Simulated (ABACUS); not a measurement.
## Run report: GaN, band-structure run (part 1 of 2)

System: GaN (P6₃mc, 4 atoms in the cell).
Method: Kohn-Sham DFT of a periodic cell, PBE, PseudoDojo NC FR 0.4 PBE standard, no spin polarisation (ABACUS 3.10.1).

The structure derives from an entry of the Crystallography Open Database. It belongs to a series of runs on one base structure; here: spin_orbit = off (averaged projectors).

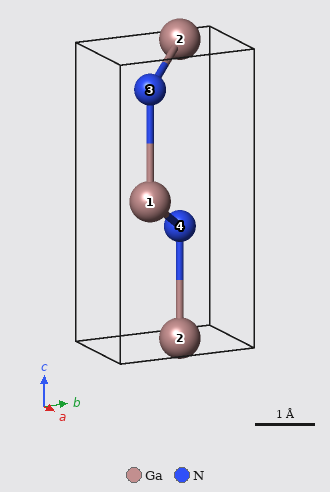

**Figure 1.** The structure (ball-and-stick view of the cell of the calculation, seen slightly off an axis; atoms are numbered from 1 in the order of the input). An atom can appear more than once, as a periodic image. Near neighbours in the periodic cell (some may lie outside the picture): Ga has 4 N at 1.94 to 1.95 Å; N has 4 Ga at 1.94 to 1.95 Å.

The input
```
INPUT_PARAMETERS
suffix              GaN
calculation         scf
basis_type          lcao
pseudo_dir          ./
orbital_dir         ./
latname             hexagonal
symmetry            1
dft_functional      pbe
ecutwfc             100
pseudo_rcut         7
nspin               1
nbands              28
ks_solver           genelpa
smearing_method     fd
smearing_sigma      0.00367493
scf_thr             1e-07
scf_nmax            100
mixing_type         broyden
mixing_beta         0.7
cal_force           1
cal_stress          1
out_mul             1
out_chg             1
```

File STRU
```
ATOMIC_SPECIES
Ga 69.7230 Ga.upf
N 14.0070 N.upf

NUMERICAL_ORBITAL
Ga_confined-atom_8au_2s2p2d.orb
N_confined-atom_6au_2s2p1d.orb

LATTICE_CONSTANT
6.0093290763

LATTICE_PARAMETERS
1.6245283019

ATOMIC_POSITIONS
Direct

Ga
0.0
2
0.6666666667 0.3333333333 0.5000000000 1 1 1
0.3333333333 0.6666666667 0.0000000000 1 1 1

N
0.0
2
0.6666666667 0.3333333333 0.8750000000 1 1 1
0.3333333333 0.6666666667 0.3750000000 1 1 1
```

File KPT
```
K_POINTS
0
Gamma
6 6 3 0 0 0
```

Run on 4 threads of Intel Xeon (Granite Rapids), 64 GiB of memory available, shared host.

Launch command:
```bash
OMP_NUM_THREADS=1 mpirun -np 4 abacus > log
```

The program's output
```
ABACUS v3.10.1

               Atomic-orbital Based Ab-initio Computation at UStc

 ------------------------------------------------------------------------------------

 READING GENERAL INFORMATION
                           global_out_dir = OUT.GaN/
                           global_in_card = INPUT
                               pseudo_dir = ./
                              orbital_dir = ./
                                    DSIZE = 4
                                    GSIZE = 1

 READING UNITCELL INFORMATION
                                    ntype = 2
                  lattice constant (Bohr) = 6.00933
              lattice constant (Angstrom) = 3.18

 READING ATOM TYPE 1
                               atom label = Ga
                      L=0, number of zeta = 2
                      L=1, number of zeta = 2
                      L=2, number of zeta = 2
             number of atom for this type = 2

 READING ATOM TYPE 2
                               atom label = N
                      L=0, number of zeta = 2
                      L=1, number of zeta = 2
                      L=2, number of zeta = 1
             number of atom for this type = 2

                        TOTAL ATOM NUMBER = 4
DIRECT COORDINATES
    atom                   x                   y                   z     mag                  vx                  vy                  vz
taud_Ga1            0.6666666667        0.3333333333        0.5000000000  0.0000        0.0000000000        0.0000000000        0.0000000000
taud_Ga2            0.3333333333        0.6666666667        0.0000000000  0.0000        0.0000000000        0.0000000000        0.0000000000
taud_N1            0.6666666667        0.3333333333        0.8750000000  0.0000        0.0000000000        0.0000000000        0.0000000000
taud_N2            0.3333333333        0.6666666667        0.3750000000  0.0000        0.0000000000        0.0000000000        0.0000000000

                          Volume (Bohr^3) = 305.306
                             Volume (A^3) = 45.2417

 Lattice vectors: (Cartesian coordinate: in unit of a_0)
                   +1                  +0                  +0
                 -0.5           +0.866025                  +0
                   +0                  +0            +1.62453
 Reciprocal vectors: (Cartesian coordinate: in unit of 2 pi/a_0)
                   +1            +0.57735                  -0
                   -0             +1.1547                  -0
                   +0                  -0           +0.615563
 The esolver type has been set to : ksdft_lcao

                PAO radial cut off (Bohr) = 7

 Read in pseudopotential file is Ga.upf
                     pseudopotential type = NC
          exchange-correlation functional = PBE
                 nonlocal core correction = 1
                        valence electrons = 13
                                     lmax = 2
                           number of zeta = 3
                     number of projectors = 6
                           L of projector = 0
                           L of projector = 0
                           L of projector = 1
                           L of projector = 1
                           L of projector = 2
                           L of projector = 2
                PAO radial cut off (Bohr) = 7

 Read in pseudopotential file is N.upf
                     pseudopotential type = NC
          exchange-correlation functional = PBE
                 nonlocal core correction = 1
                        valence electrons = 5
                                     lmax = 1
                           number of zeta = 2
                     number of projectors = 4
                           L of projector = 0
                           L of projector = 0
                           L of projector = 1
                           L of projector = 1
     initial pseudo atomic orbital number = 26

 SETUP THE ELECTRONS NUMBER
            electron number of element Ga = 13
      total electron number of element Ga = 26
             electron number of element N = 5
       total electron number of element N = 10
            AUTOSET number of electrons:  = 36
                           occupied bands = 18
                                   NLOCAL = 62
                                   NBANDS = 28
                                   NBANDS = 28
                                   NLOCAL = 62

%%%%%%%%%%%%%%%%%%%%%%%%%%%%%%%%%%%%%%%%%%%%%%%%%%%%%%%%%%%%%%%%%%%%%%%%%%%%%%%%%%%%%%%%%%%%%%%%%%%%%%%%%%
 Warning: the number of valence electrons in pseudopotential > 3 for Ga: [Ar] 3d10 4s2 4p1
 Pseudopotentials with additional electrons can yield (more) accurate outcomes, but may be less efficient.
 If you're confident that your chosen pseudopotential is appropriate, you can safely ignore this warning.
%%%%%%%%%%%%%%%%%%%%%%%%%%%%%%%%%%%%%%%%%%%%%%%%%%%%%%%%%%%%%%%%%%%%%%%%%%%%%%%%%%%%%%%%%%%%%%%%%%%%%%%%%%

 SETUP THE PLANE WAVE BASIS
 energy cutoff for charge/potential (unit:Ry) = 400
            fft grid for charge/potential = [ 40, 40, 64 ]
                        fft grid division = [ 5, 5, 4 ]
        big fft grid for charge/potential = [ 8, 8, 16 ]
                                     nbxx = 256
                                     nrxx = 25600

 SETUP PLANE WAVES FOR CHARGE/POTENTIAL
                    number of plane waves = 41217
                         number of sticks = 1003

 PARALLEL PW FOR CHARGE/POTENTIAL
     PROC   COLUMNS(POT)             PW
        1            251          10307
        2            251          10303
        3            250          10302
        4            251          10305
 --------------- sum -------------------
        4           1003          41217
                            number of |g| = 1824
                                  max |g| = 365.781
                                  min |g| = 0

----------- Double Check Mixing Parameters Begin ------------
mixing_type: broyden
mixing_beta: 0.7
mixing_gg0: 1
mixing_gg0_min: 0.1
mixing_ndim: 8
----------- Double Check Mixing Parameters End ------------

 LATTICE VECTORS: (CARTESIAN COORDINATE: IN UNIT OF A0)
                   +1                  +0                  +0
                 -0.5           +0.866025                  +0
                   +0                  +0            +1.62453
                       right hand lattice = 1
                                   NORM_A = 1
                                   NORM_B = 1
                                   NORM_C = 1.62453
                           ALPHA (DEGREE) = 90
                           BETA  (DEGREE) = 90
                           GAMMA (DEGREE) = 120

 The lattice vectors have been changed (STRU_SIMPLE.cif)

(for optimal symmetric configuration:)
                             BRAVAIS TYPE = 4
                     BRAVAIS LATTICE NAME = 04. Hexagonal cell
                                    ibrav = 4
                                    IBRAV = 4
                                  BRAVAIS = HEXAGONAL CELL
                       LATTICE CONSTANT A = 1
                                C/A RATIO = 1.62453
Original cell was already a primitive cell.
                        ROTATION MATRICES = 24
              PURE POINT GROUP OPERATIONS = 6
                   SPACE GROUP OPERATIONS = 12
                                       C2 = 0
                                       C3 = 2
                                       C4 = 0
                                       C6 = 0
                                       S1 = 3
                                       S3 = 0
                                       S4 = 0
                                       S6 = 0
                              POINT GROUP = C_3v
                                       C2 = 1
                                       C3 = 2
                                       C4 = 0
                                       C6 = 2
                                       S1 = 6
                                       S3 = 0
                                       S4 = 0
                                       S6 = 0
               POINT GROUP IN SPACE GROUP = C_6v

 SETUP K-POINTS
                                    nspin = 1
                   Input type of k points = Monkhorst-Pack(Gamma)
                                   nkstot = 108
                       right hand lattice = 1
(for reciprocal lattice: )
                             BRAVAIS TYPE = 4
                     BRAVAIS LATTICE NAME = 04. Hexagonal cell
                                    ibrav = 4
                       right hand lattice = 1
(for k-lattice: )
                             BRAVAIS TYPE = 4
                     BRAVAIS LATTICE NAME = 04. Hexagonal cell
                                    ibrav = 4
                       right hand lattice = 1
                        ROTATION MATRICES = 24
                               nkstot_ibz = 14
K-POINTS REDUCTION ACCORDING TO SYMMETRY
     IBZ    DIRECT_X    DIRECT_Y    DIRECT_Z  WEIGHT  ibz2bz
       1  0.00000000  0.00000000  0.00000000  0.0093       0
       2 -0.16666667  0.16666667  0.00000000  0.0556       1
       3 -0.33333333  0.33333333  0.00000000  0.0556       2
       4  0.50000000  0.50000000  0.00000000  0.0278       3
       5 -0.16666667  0.33333333  0.00000000  0.0556       7
       6  0.50000000  0.33333333  0.00000000  0.1111       8
       7  0.33333333  0.33333333  0.00000000  0.0185      14
       8  0.00000000  0.00000000  0.33333333  0.0185      36
       9 -0.16666667  0.16666667  0.33333333  0.1111      37
      10 -0.33333333  0.33333333  0.33333333  0.1111      38
      11  0.50000000  0.50000000  0.33333333  0.0556      39
      12 -0.16666667  0.33333333  0.33333333  0.1111      43
      13  0.50000000  0.33333333  0.33333333  0.2222      44
      14  0.33333333  0.33333333  0.33333333  0.0370      50

                               nkstot now = 14
[... K-POINTS DIRECT COORDINATES: 14 rows ...]

           k-point number in this process = 14
       minimum distributed K point number = 14
[... stars of the k points ...]

[... K-POINTS CARTESIAN COORDINATES: 14 rows ...]

[... K-POINTS DIRECT COORDINATES: 14 rows ...]

 SETUP PLANE WAVES FOR WAVE FUNCTIONS
     energy cutoff for wavefunc (unit:Ry) = 100
              fft grid for wave functions = [ 40, 40, 64 ]
                    number of plane waves = 7043
                         number of sticks = 313

 PARALLEL PW FOR WAVE FUNCTIONS
     PROC   COLUMNS(POT)             PW
        1             79           1761
        2             78           1760
        3             76           1762
        4             80           1760
 --------------- sum -------------------
        4            313           7043

 SET NONLOCAL PSEUDOPOTENTIAL PROJECTORS
 SET NONLOCAL PSEUDOPOTENTIAL PROJECTORS
 max number of nonlocal projetors among all species is 6

 -------------------------------------------
 SELF-CONSISTENT
 -------------------------------------------

 SETUP SEARCHING RADIUS FOR PROGRAM TO SEARCH ADJACENT ATOMS
                  longest orb rcut (Bohr) = 8
   longest nonlocal projector rcut (Bohr) = 1.94
                     search radius (Bohr) = 19.9
              searching radius is (Bohr)) = 19.9
         searching radius unit is (Bohr)) = 6.01
                         PeriodicBoundary = 1
                        Radius(unit:lat0) = 3.31
                                   glayer = [ 5, 5, 4 ]
                             glayer_minus = [ 4, 4, 3 ]

Find the coordinate range of the input atom(unit:lat0).
                                  min_tau = [ -6, -3.18, -4.87 ]
                                  max_tau = [ 6.5, 4.04, 6.3 ]
                                BoxNumber = [ 9, 9, 7 ]

 SETUP EXTENDED REAL SPACE GRID FOR GRID INTEGRATION
                          real space grid = [ 40, 40, 64 ]
                 big cell numbers in grid = [ 8, 8, 16 ]
             meshcell numbers in big cell = [ 5, 5, 4 ]
                        extended fft grid = [ 13, 13, 14 ]
                dimension of extened grid = [ 35, 35, 45 ]
                            UnitCellTotal = 75
              Atom number in sub-FFT-grid = 4
    Local orbitals number in sub-FFT-grid = 62
                                ParaV.nnr = 55041
                                 init_chg = atomic

 LCAO ALGORITHM --------------- ION=   1  ELEC=   1--------------------------------

 Density error is 0.12132208519
----------------------------------------------------------
     Energy           Rydberg                 eV
----------------------------------------------------------
 E_KohnSham     -346.9700741680      -4720.7700441675
 E_Harris       -347.7914271044      -4731.9451241715
 E_Fermi        0.7294474875         9.9246422213
----------------------------------------------------------

 LCAO ALGORITHM --------------- ION=   1  ELEC=   2--------------------------------

 Density error is 0.0797926667528
----------------------------------------------------------
     Energy           Rydberg                 eV
----------------------------------------------------------
 E_KohnSham     -347.3179183487      -4725.5027070405
 E_Harris       -347.9617058745      -4734.2618856938
 E_Fermi        0.9879641013         13.4419411965
----------------------------------------------------------

 LCAO ALGORITHM --------------- ION=   1  ELEC=   3--------------------------------

 Density error is 0.0145947929659
----------------------------------------------------------
     Energy           Rydberg                 eV
----------------------------------------------------------
 E_KohnSham     -347.4143261605      -4726.8144026138
 E_Harris       -347.4059791966      -4726.7008363430
 E_Fermi        0.8887972820         12.0927074028
----------------------------------------------------------
```
